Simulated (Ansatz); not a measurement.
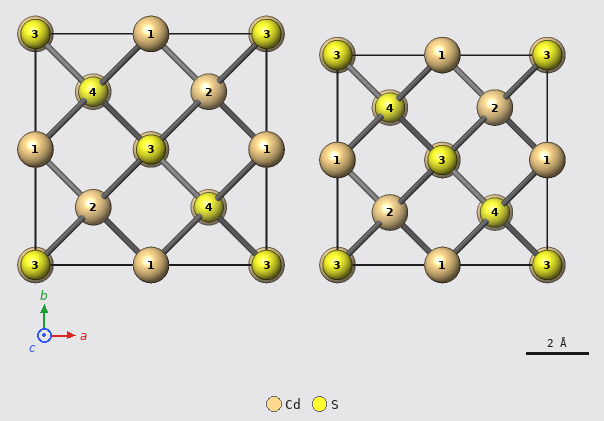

Two geometries of a crystal of CdS (built on the NaTl (B32)_227 type) (coarse preliminary run), drawn at one scale. One is the start of a relaxation, the other its converged end. A ball-and-stick model of the conventional cell (4 times the calculation's cell), seen along the c axis. Lengths and directions refer to the drawn axes.

The calculation used Ansatz, DFT PBE, scalar-relativistic, plane waves, PAW. Set-up: plane-wave cutoff 420 eV; k-point mesh 4 × 4 × 4; occupations gaussian; smearing width 0.1 eV; no spin polarisation; cell and atoms relaxed; force threshold 0.04 eV/Å; at most 70 steps.

Which geometry has the lower energy?

The right one is the relaxed one. Case: NaTl (B32) type (Fd-3m, No. 227). No atom moves by more than 0.005 Å relative to the cell. The volume changes by −25.0 %, with a = b = c 7.510 → 6.823 Å (−9.1 %). Some distances before and after: Cd1–S4 3.252 → 2.955 Å. The space group stays Fd-3m (No. 227). Over 4 accepted moves (6 points after the start) the energy falls by 0.950 eV per cell of the calculation. All forces vanish by symmetry, so only the cell relaxes. The pressure goes from −8.60 to −0.01 GPa. At 2 points the geometry stayed and the basis and grid were re-selected for the new cell (energy shift of 4.1 meV per cell of the calculation at most each time).
